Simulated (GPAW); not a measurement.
**CdSe (honeycomb monolayer): G0W0 on several meshes in GPAW**

Aim: the GW shift of CdSe (honeycomb monolayer) against the k mesh.

Program: GPAW 26.7.0. Level of theory: LDA and many-body steps on it, plane waves. Results are calculated unless marked as measured.

## 1. The structure

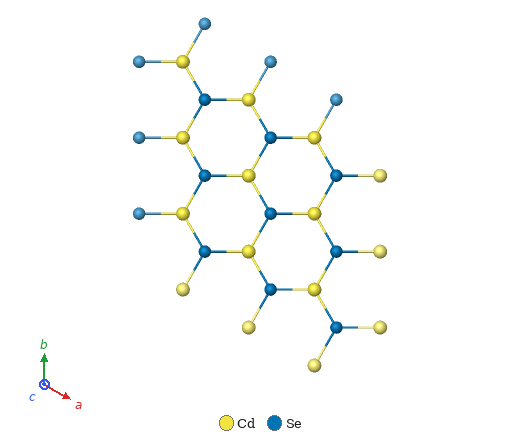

The cell as given, from above (cadmium yellow, selenium blue). 3×3×1 cells are drawn. Some periodic images of atoms are drawn too.

The cell holds 2 atoms: 1 Cd and 1 Se. Its edges and angles: a = 4.301 Å, b = 4.301 Å, c = 11.400 Å, α = 90.0°, β = 90.0°, γ = 120.0°. Vacuum lies along c.

Coordinates:

```xyz
2
Lattice="4.3011 0.0000 0.0000 -2.1505 3.7248 0.0000 0.0000 0.0000 11.4000" Properties=species:S:1:pos:R:3
Cd    0.0000    2.4832    5.5350
Se    2.1505    1.2416    5.8650
```

The structure was relaxed with LDA. The runs that relaxed it are not among those shown.

## 2. Empty states on the mesh, 6×6×1 mesh, 306 bands

This step: GPAW 26.7.0; DFT, LDA, plane waves, PAW.

The sums over transitions need many empty states on a uniform mesh; this step solves for them.

run.py

```python
import json
import numpy as np
from gpaw.mpi import world
from gpaw import GPAW

calc = GPAW('gs.gpw').fixed_density(kpts={'size': (6, 6, 1), 'gamma': True},
    parallel={'domain': 1, 'band': 1},
    txt='nscf.txt')
calc.diagonalize_full_hamiltonian(nbands=306)
calc.write('full.gpw', mode='all')
res = {}
kpts = calc.get_ibz_k_points()
res['kpts'] = kpts
res['eigenvalues'] = [calc.get_eigenvalues(kpt=k) for k in range(len(kpts))]
res['n_electrons'] = calc.get_number_of_electrons()

if world.rank == 0:
    with open('result.json', 'w') as f:
        json.dump(res, f, default=lambda x: x.tolist())
```

Run with:

```console
> mpirun -n 4 gpaw python run.py
```

Numbers of over 12 decimals in the logs are rounded to 6 here.

The log of the run:

```text
Diagonalizing LCAO Hamiltonian
Converting LCAO to pw mode
convergence criteria:
- Maximum integral of absolute [eigenst]ate change: 4e-08 eV^2 / valence electron
maximum number of iterations: 100

SCF iterations
|iter     |     time |      energy | eigst |  dens |
|iter:   1|  |             | +0.71 |       |
|iter:   2|  |             | +0.19 |       |
|iter:   3|  |             | -0.92 |       |
[...]
|iter:   8|  |             | -6.17 |       |
|iter:   9|  |             | -7.14 |       |
|iter:  10|  |             | -7.56c|       |
SCF steps: 10
  __  _  _
 | _ |_)|_||  |
 |__||  | ||/\| - 26.7.0

Input parameters:
  mode=PW(ecut=450.000000),
  convergence={'density': 1e-06, 'bands': -3},
  gpts=array([24, 24, 56]),
  kpts=MonkhorstPack(size=(6, 6, 1), gamma=True),
  maxiter=100,
  nbands=16,
  occupations=Occupations(name='fermi-dirac', width=0.001, fixmagmom=False),
  parallel={'domain': 1, 'band': 1},
  xc=XC(name='LDA')
Matrix size: 3945x3945
# Writing to full.gpw (mode='all')
  [... matrices ...]

timing:  # [seconds]
  Total: 111.921  # ━━━━━━━━━━━━━━━━━━━━━━━━━━━━━━━━━━━━━━━━━━━━━━━━━━━━━━━━━
```

Wall time 1.9 min (4 MPI ranks of Arm Neoverse V1, shared host); peak memory 5.2 GiB; 7.7 min of CPU time.

Numbers from this step:

```yaml
gap: 1.195 eV
k_of_the_valence_top: 0, 0, 0
k_of_the_conduction_bottom: 0, 0, 0
least_direct_gap: 1.195 eV
k_points_computed: 7
lowest_point_of_the_top_converged_band_above_the_valence_top: 79.5081 eV
```

On this mesh the gap is 1.195 eV.

## 3. 6×6×1

Now the one-shot GW correction: screening in the RPA, then the self-energy of the levels asked for.

This step: G0W0 on LDA, plane waves, PAW.

run.py

```python
import json
import numpy as np
from gpaw.mpi import world
from gpaw.response.g0w0 import G0W0

gw = G0W0('full.gpw',
    filename='gw',
    kpts=[0],
    bands=(7, 11),
    ecut=24,
    nbands=48,
    truncation='2D',
    integrate_gamma='sphere',
    q0_correction=True,
    frequencies={'type': 'nonlinear', 'domega0': 0.15, 'omega2': 15.0},
    eta=0.1,
    nblocksmax=True)
gw.calculate()
res = {mode: {k: v for k, v in r.items() if k != 'sigma_eskwn'}
       for mode, r in gw.all_results.items()}

if world.rank == 0:
    with open('result.json', 'w') as f:
        json.dump(res, f, default=lambda x: x.tolist())
```

Run with:

```console
> mpirun -n 4 gpaw python run.py
```

The log of the run:

```text
Using integrator: PointIntegrator
NonLinearFrequencyDescriptor(from 0.000 to 35.789 eV, 121 points)
Nonperiodic BCs:  [False False  True]
Using integrator: PointIntegrator
NonLinearFrequencyDescriptor(from 0.000 to 35.789 eV, 121 points)
Nonperiodic BCs:  [False False  True]
Applying analytical 2D correction to W:
    Evaluating Gamma point contribution to W on a 17x17x1 grid
  ___  _ _ _
 |   || | | |
 | | || | | |
 |__ ||_____|
 |___|

BZ k-points: Symmetries present (total): 6

  [... matrices ...]
36 k-points: 6 x 6 x 1 Monkhorst-Pack grid + [1/12,1/12,0.000000]
7 k-points in the irreducible part of the Brillouin zone
       k-points in crystal coordinates                weights
   0:     0.00000000    0.00000000    0.00000000          1/36
   1:     0.16666667    0.00000000    0.00000000          6/36
   2:     0.33333333   -0.16666667    0.00000000          6/36
   3:     0.33333333    0.00000000    0.00000000          6/36
   4:     0.33333333    0.33333333    0.00000000          2/36
   5:     0.50000000    0.33333333    0.00000000         12/36
   6:     0.50000000    0.50000000    0.00000000          3/36

Distributing spins, k-points and bands (1 x 1 x 4) over 1 process
Number of blocks: 4

Quasi particle states:
k-points (IBZ indices): [0]
Band range: (7, 11)
  [... matrices ...]
Computational parameters:
Plane wave cut-off: 24 eV
Number of bands: 48
Coulomb cutoff: 2D
Broadening: 0.1 eV

fxc modes: GW
Kernel: RPA
Using full-frequency real axis integration
Summing all q:

Calculating screened Coulomb potential
2D Coulomb truncation
NonLinearFrequencyDescriptor(from 0.000 to 35.789 eV, 121 points)
Removing empty qpoint cache files...

Calculating chi0 body with:
    Ground state adapter containing:
    Number of spins: 1
    Number of kpoints: 36
    Number of irreducible kpoints: 7
    Number of completely occupied states: 9
    Number of partially occupied states: 9
    Occupied states memory: 4.4296875 M / cpu

    Linear response parametrization:
    q_c: [1.3877787807814457e-17, 1.3877787807814457e-17, 0.0]
    Number of frequency points: 121
    Planewave cutoff: 24.0
    Number of bands: 48
    Number of planewaves: 51
    Broadening (eta): 0.1
    comm.size: 4
    kncomm.size: 1
    blockcomm.size: 4

    Memory estimate of potentially large arrays:
        chi0_wGG: 1.200565 M / cpu
Integrating chi0 body.

Symmetries of q_c:
    Direct symmetries (Uq -> q): 6
    Indirect symmetries (TUq -> q): 6
In total 12 allowed symmetries.

  [... matrices ...]
7 groups of equivalent kpoints. 80.555556% reduction.

Integral kind: spectral function
Integrating chi0 head and wings.

Symmetries of q_c:
    Direct symmetries (Uq -> q): 6
    Indirect symmetries (TUq -> q): 6
In total 12 allowed symmetries.

  [... matrices ...]
7 groups of equivalent kpoints. 80.555556% reduction.

Integral kind: spectral function wings

Calculating chi0 body with:
    Ground state adapter containing:
    Number of spins: 1
    Number of kpoints: 36
    Number of irreducible kpoints: 7
    Number of completely occupied states: 9
    Number of partially occupied states: 9
    Occupied states memory: 4.4296875 M / cpu

[... the further q-points ...]

Results:
f:      Occupation numbers
eps:     KS-eigenvalues [eV]
vxc:     KS vxc [eV]
exx:     Exact exchange [eV]
sigma:   Self-energies [eV]
dsigma:  Self-energy derivatives
Z:       Renormalization factors
qp:      QP-energies [eV]

k-point 0 (0): (0.000, 0.000, 0.000)                GW
band       f     eps     vxc     exx   sigma  dsigma       Z      qp
                                                                   GW
   7   1.000  -3.083 -18.080 -20.203   1.884  -0.373   0.728  -3.257
   8   1.000  -3.083 -18.080 -20.203   1.884  -0.373   0.728  -3.257
   9   0.000  -1.888 -13.175  -9.149  -1.932  -0.343   0.745  -0.328
  10   0.000   1.694  -5.537  -2.905  -1.725  -0.298   0.771   2.393
```

The job ended after 19 s (4 MPI ranks; peak memory 1.7 GiB; 74 s of CPU time).

Numbers from this step:

```yaml
g0w0_gap_on_the_points_computed: 2.928 eV
least_direct_g0w0_gap_on_the_computed_points: 2.928 eV
z_at_the_valence_top: 0.7283
z_at_the_conduction_bottom: 0.7448
starting_gap_on_the_mesh: 1.195 eV
k_of_the_valence_top: 0, 0, 0
k_of_the_conduction_bottom: 0, 0, 0
```

The gap on the mesh goes from 1.19 eV to 2.93 eV, a correction of +1.73 eV.

## 4. Empty states on the mesh, 9×9×1 mesh, 58 bands

This step: DFT, LDA, plane waves, PAW.

run.py

```python
import json
import numpy as np
from gpaw.mpi import world
from gpaw import GPAW

calc = GPAW('gs.gpw').fixed_density(kpts={'size': (9, 9, 1), 'gamma': True},
    nbands=67,
    convergence={'bands': 58},
    txt='nscf.txt')
calc.write('full.gpw', mode='all')
res = {}
kpts = calc.get_ibz_k_points()
res['kpts'] = kpts
res['eigenvalues'] = [calc.get_eigenvalues(kpt=k) for k in range(len(kpts))]
res['n_electrons'] = calc.get_number_of_electrons()

if world.rank == 0:
    with open('result.json', 'w') as f:
        json.dump(res, f, default=lambda x: x.tolist())
```

Run with:

```console
> mpirun -n 4 gpaw python run.py
```

The log of the run:

```text
Diagonalizing LCAO Hamiltonian
Converting LCAO to pw mode
convergence criteria:
- Maximum integral of absolute [eigenst]ate change: 4e-08 eV^2 / valence electron
maximum number of iterations: 100

SCF iterations
|iter     |     time |      energy | eigst |  dens |
|iter:   1|  |             | +3.82 |       |
|iter:   2|  |             | +2.41 |       |
|iter:   3|  |             | +1.28 |       |
[...]
|iter:  10|  |             | -6.29 |       |
|iter:  11|  |             | -6.97 |       |
|iter:  12|  |             | -7.46c|       |
SCF steps: 12
  __  _  _
 | _ |_)|_||  |
 |__||  | ||/\| - 26.7.0

Input parameters:
  mode=PW(ecut=450.000000),
  convergence={'bands': 58},
  gpts=array([24, 24, 56]),
  kpts=MonkhorstPack(size=(9, 9, 1), gamma=True),
  maxiter=100,
  nbands=67,
  occupations=Occupations(name='fermi-dirac', width=0.001, fixmagmom=False),
  parallel={},
  xc=XC(name='LDA')
# Writing to full.gpw (mode='all')
  [... matrices ...]

timing:  # [seconds]
  Total: 0.042  # ━━━━━━━━━━━━━━━━━━━━━━━━━━━━━━━━━━━━━━━━━━━━━━━━━━━━━━━━━━━
```

Elapsed: 19 s, on 4 MPI ranks; peak memory 0.86 GiB.

Numbers from this step:

```yaml
gap: 1.195 eV
k_of_the_valence_top: 0, 0, 0
k_of_the_conduction_bottom: 0, 0, 0
least_direct_gap: 1.195 eV
k_points_computed: 12
lowest_point_of_the_top_converged_band_above_the_valence_top: 24.98 eV
```

On this mesh the gap is 1.195 eV.

## 5. 9×9×1

This step: G0W0 on LDA, plane waves, PAW.

run.py

```python
import json
import numpy as np
from gpaw.mpi import world
from gpaw.response.g0w0 import G0W0

gw = G0W0('full.gpw',
    filename='gw',
    kpts=[0],
    bands=(7, 11),
    ecut=24,
    nbands=48,
    truncation='2D',
    integrate_gamma='sphere',
    q0_correction=True,
    frequencies={'type': 'nonlinear', 'domega0': 0.15, 'omega2': 15.0},
    eta=0.1,
    nblocksmax=True)
gw.calculate()
res = {mode: {k: v for k, v in r.items() if k != 'sigma_eskwn'}
       for mode, r in gw.all_results.items()}

if world.rank == 0:
    with open('result.json', 'w') as f:
        json.dump(res, f, default=lambda x: x.tolist())
```

Run with:

```console
> mpirun -n 4 gpaw python run.py
```

The log of the run:

```text
Using integrator: PointIntegrator
NonLinearFrequencyDescriptor(from 0.000 to 36.387 eV, 122 points)
Nonperiodic BCs:  [False False  True]
Using integrator: PointIntegrator
NonLinearFrequencyDescriptor(from 0.000 to 36.387 eV, 122 points)
Nonperiodic BCs:  [False False  True]
Applying analytical 2D correction to W:
    Evaluating Gamma point contribution to W on a 11x11x1 grid
  ___  _ _ _
 |   || | | |
 | | || | | |
 |__ ||_____|
 |___|

BZ k-points: Symmetries present (total): 6

  [... matrices ...]
81 k-points: 9 x 9 x 1 Monkhorst-Pack grid
12 k-points in the irreducible part of the Brillouin zone
       k-points in crystal coordinates                weights
   0:     0.00000000    0.00000000    0.00000000          1/81
   1:     0.11111111    0.00000000    0.00000000          6/81
   2:     0.22222222   -0.11111111    0.00000000          6/81
[...]
9:     0.44444444    0.00000000    0.00000000          6/81
          ...
  11:     0.44444444    0.44444444    0.00000000          6/81

Distributing spins, k-points and bands (1 x 1 x 4) over 1 process
Number of blocks: 4

Quasi particle states:
k-points (IBZ indices): [0]
Band range: (7, 11)
  [... matrices ...]
Computational parameters:
Plane wave cut-off: 24 eV
Number of bands: 48
Coulomb cutoff: 2D
Broadening: 0.1 eV

fxc modes: GW
Kernel: RPA
Using full-frequency real axis integration
Summing all q:

Calculating screened Coulomb potential
2D Coulomb truncation
NonLinearFrequencyDescriptor(from 0.000 to 36.387 eV, 122 points)
Removing empty qpoint cache files...

Calculating chi0 body with:
    Ground state adapter containing:
    Number of spins: 1
    Number of kpoints: 81
    Number of irreducible kpoints: 12
    Number of completely occupied states: 9
    Number of partially occupied states: 9
    Occupied states memory: 4.4296875 M / cpu

    Linear response parametrization:
    q_c: [0.0, 0.0, 0.0]
    Number of frequency points: 122
    Planewave cutoff: 24.0
    Number of bands: 48
    Number of planewaves: 51
    Broadening (eta): 0.1
    comm.size: 4
    kncomm.size: 1
    blockcomm.size: 4

    Memory estimate of potentially large arrays:
        chi0_wGG: 1.210487 M / cpu
Integrating chi0 body.

Symmetries of q_c:
    Direct symmetries (Uq -> q): 6
    Indirect symmetries (TUq -> q): 6
In total 12 allowed symmetries.

  [... matrices ...]
12 groups of equivalent kpoints. 85.185185% reduction.

Integral kind: spectral function
Integrating chi0 head and wings.

Symmetries of q_c:
    Direct symmetries (Uq -> q): 6
    Indirect symmetries (TUq -> q): 6
In total 12 allowed symmetries.

  [... matrices ...]
12 groups of equivalent kpoints. 85.185185% reduction.

Integral kind: spectral function wings

Calculating chi0 body with:
    Ground state adapter containing:
    Number of spins: 1
    Number of kpoints: 81
    Number of irreducible kpoints: 12
    Number of completely occupied states: 9
    Number of partially occupied states: 9
    Occupied states memory: 4.4296875 M / cpu

[... the further q-points ...]

Results:
f:      Occupation numbers
eps:     KS-eigenvalues [eV]
vxc:     KS vxc [eV]
exx:     Exact exchange [eV]
sigma:   Self-energies [eV]
dsigma:  Self-energy derivatives
Z:       Renormalization factors
qp:      QP-energies [eV]

k-point 0 (0): (0.000, 0.000, 0.000)                GW
band       f     eps     vxc     exx   sigma  dsigma       Z      qp
                                                                   GW
   7   1.000  -3.083 -18.080 -20.134   1.823  -0.332   0.751  -3.256
   8   1.000  -3.083 -18.080 -20.134   1.823  -0.332   0.751  -3.255
   9   0.000  -1.888 -13.175  -9.265  -1.818  -0.291   0.775  -0.267
  10   0.000   1.694  -5.537  -2.907  -1.653  -0.246   0.803   2.478
```

Wall time 52 s (4 MPI ranks); peak memory 1.5 GiB.

Numbers from this step:

```yaml
g0w0_gap_on_the_points_computed: 2.988 eV
least_direct_g0w0_gap_on_the_computed_points: 2.988 eV
z_at_the_valence_top: 0.7505
z_at_the_conduction_bottom: 0.7749
starting_gap_on_the_mesh: 1.195 eV
k_of_the_valence_top: 0, 0, 0
k_of_the_conduction_bottom: 0, 0, 0
```

Against G0W0 in GPAW (6×6×1 mesh, 48 bands, screening to 24 eV, full frequency, Hilbert transform), the gap moves by +0.060 eV.

## 6. Side by side

Times are wall times on 4 MPI ranks of Arm Neoverse V1, shared host, good to a factor of about two.

| run | mesh | bands | screening cutoff (eV) | DFT gap (eV) | gap on the mesh (eV) | direct (eV) | time |
| --- | --- | --- | --- | --- | --- | --- | --- |
| 6×6×1 | 6×6×1 | 48 | 24 | 1.195 | 2.928 | 2.928 | 19 s |
| 9×9×1 | 9×9×1 | 48 | 24 | 1.195 | 2.988 | 2.988 | 52 s |

## 7. What came out

| Property | Result |
| --- | --- |
| 6×6×1 | 2.928 eV |
| 9×9×1 | 2.988 eV |
| known limits | not at the basis limit; no spin-orbit coupling |

What this shows: 9×9×1: +0.060 eV against 6×6×1. Bands and cutoff are finite, so the gap is not at the basis limit. The miss can reach some tenths of an eV and take either sign; the mesh is an error of its own. These stock PAW sets were not made for GW; the filled d or f shell of Se lies in the frozen core, which bears on start and correction. In the G0W0 runs levels were corrected at 1 k point alone, so a gap called «on the mesh» is the least over those, and an edge elsewhere would be missed. Mesh or cutoff lie under what a gap needs, so these runs test behaviour and cost; their gaps are not to be quoted. The many-body steps are scalar-relativistic: spin-orbit coupling is not in them.

[Paths, hosts, dates, memory and timing lines, banners, echoed tables and standing remarks are left out of the program output.]

[Logs are printed without paths, hosts, clocks, repeated set-up lines and the standing remarks that a program may print on its own settings, such as how far it seeks lower states.]

[Runs of the session that timed out or met a known fault of the program may be left out.]

[Hosts, paths, dates, database ids (printed as entryN), source tags and the programs' standing remarks are cut or masked in the printed files.]
